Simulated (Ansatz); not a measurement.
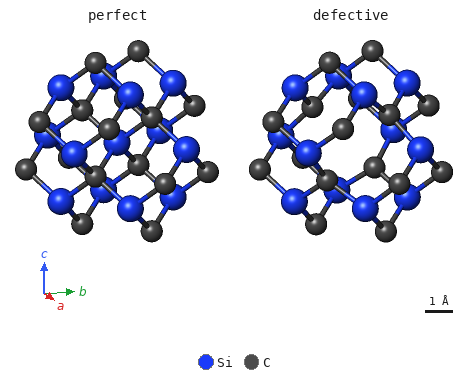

Left: perfect SiC. Right: the same region with one point defect, after relaxing the atoms in a supercell of 64 sites. The picture is a ball-and-stick view of the atoms within 3.8 Å of one point, seen slightly off an axis.

These are results of DFT, PBEsol, PAW, plane waves in Ansatz 0.2.0, not measurements. (plane-wave cutoff 420 eV; k-point mesh 1 × 1 × 1; mesh shifted by (0.25, 0.25, 0.25); collinear spin) Fermi-Dirac smearing of 0.01 eV. A uniform background neutralises the charged cell. The axes drawn are those of the host's conventional cell.

Which defect is it?

A silicon atom is taken out (a vacancy).

The charge state of the cell is +1.

What does the relaxation do around it?

Around the empty Si site the host had 4 C at 1.89 Å; after relaxation the nearest atoms are 4 C at 2.08 to 2.09 Å. Of the host's atoms, a carbon atom moves furthest from its site, by 0.20 Å. The cell's net moment is 1.00 μB.

Limits of the set-up: the cell is charged, on a uniform background, and energies carry no finite-size correction.
